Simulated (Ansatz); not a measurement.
A structure file:

```
CELL_PARAMETERS angstrom
2.96354 0.00000 0.00000
0.00000 2.96354 0.00000
0.00000 0.00000 2.96354
ATOMIC_POSITIONS crystal
Zn 0.50000 0.50000 0.50000
Cu 0.00000 0.00000 0.00000
```

Q: Give a crystallographic description of this input.

A: The formula is ZnCu. Space group: Pm-3m (No. 221). Lattice: primitive cubic. The prototype is caesium chloride (CsCl, B2) type. Cell content 1 Zn, 1 Cu; Z = 1. Zn bonds to eight Cu in a cubic arrangement at 2.57 Å. Each Cu atom is coordinated by eight Zn in a cubic arrangement at 2.57 Å. The bonds build a three-dimensional framework.

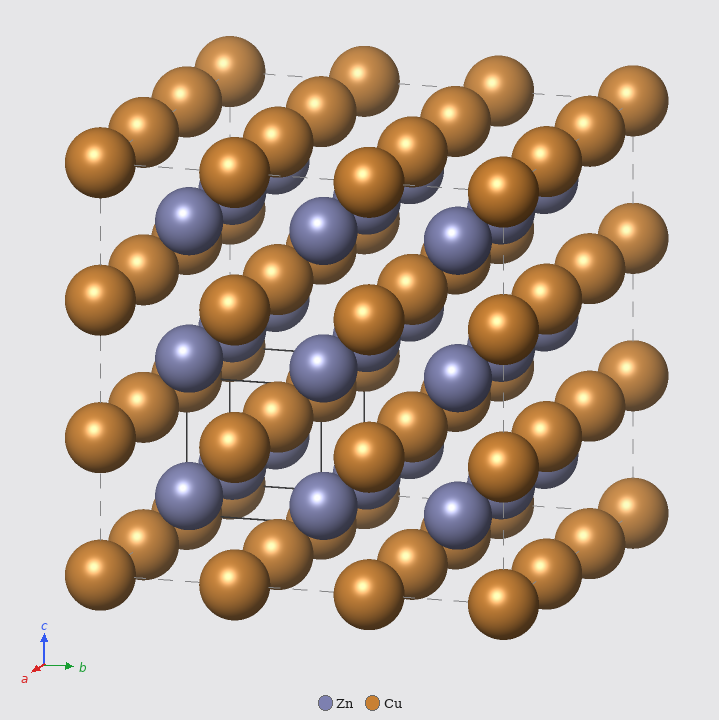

An orthographic spheres-only view of the structure, slightly off an axis. A block of 3×3×3 cells is shown, with one conventional unit cell in solid outline. Colours: zinc blue, copper orange.

The structure was taken from a structure listed in the Materials Project. A relaxation with DFT PBE, scalar-relativistic, plane waves, PAW in Ansatz gave the geometry drawn.
